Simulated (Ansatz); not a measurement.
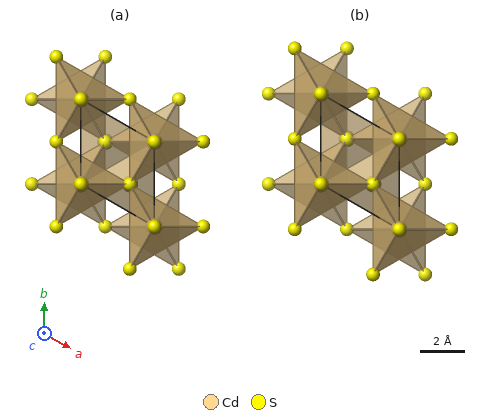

The structure of crystalline CdS (built on the 4H polytype type) before (left) and after (right) a relaxation, at one scale.

A polyhedral model of the cell of the calculation, seen along the c axis.

These are results of DFT, PBE, plane waves, PAW in Ansatz 0.2.0, not measurements.

Input
```yaml
crystal:
  lattice:
    - [3.9353502208, 0.0, 0.0]
    - [-1.9676751104, 3.408113264, 0.0]
    - [0.0, 0.0, 12.852853821]
  atoms:
    - { symbol: Cd, position: [0.0, 0.0, 0.0] }
    - { symbol: Cd, position: [0.3333333333, 0.6666666667, 0.25] }
    - { symbol: Cd, position: [0.0, 0.0, 0.5] }
    - { symbol: Cd, position: [0.6666666667, 0.3333333333, 0.75] }
    - { symbol: S, position: [0.0, 0.0, 0.1875] }
    - { symbol: S, position: [0.3333333333, 0.6666666667, 0.4375] }
    - { symbol: S, position: [0.0, 0.0, 0.6875] }
    - { symbol: S, position: [0.6666666667, 0.3333333333, 0.9375] }
kpoints:
  mp_grid: { grid: [6, 6, 2] }
hamiltonian:
  xc: pbe
scf:
  occupations: { method: fermi_dirac, width: 0.02 }
relax:
  f_tol: 0.005
  cell: {}
```

Command:
```bash
ansatz run input.yaml --threads 4 --pin off --max-ram 7372MiB --backend cpu --events-out ev --progress --plain --runs-dir out
```

Summarise the run.

Answer. The atoms keep their places relative to the cell (all moves are under 0.005 Å). The drawn cell changes as follows: a = b 3.935 → 4.194 Å (+6.6 %), c 12.853 → 13.671 Å (+6.4 %); the volume changes by +20.8 %. Some distances before and after: Cd1–S5 2.410 → 2.568 Å, Cd1–S8 2.410 → 2.565 Å. The space group stays P6_3mc (No. 186). After 4 accepted moves (5 points after the start) the energy has fallen by 1.457 eV per cell of the calculation. The largest force component goes from 0.018 to 0.0014 eV/Å. Pressure: 15.51 GPa at the start and 0.01 GPa at the end. The SCF was repeated once at an unchanged geometry on a basis and grid sized afresh for the cell, which shifted the energy by 6.8 meV per cell of the calculation at most. Cost: 23 s on 4 threads of AMD EPYC 7R43 64-Core Processor (Zen 3) (shared host), peak memory 0.66 GiB.
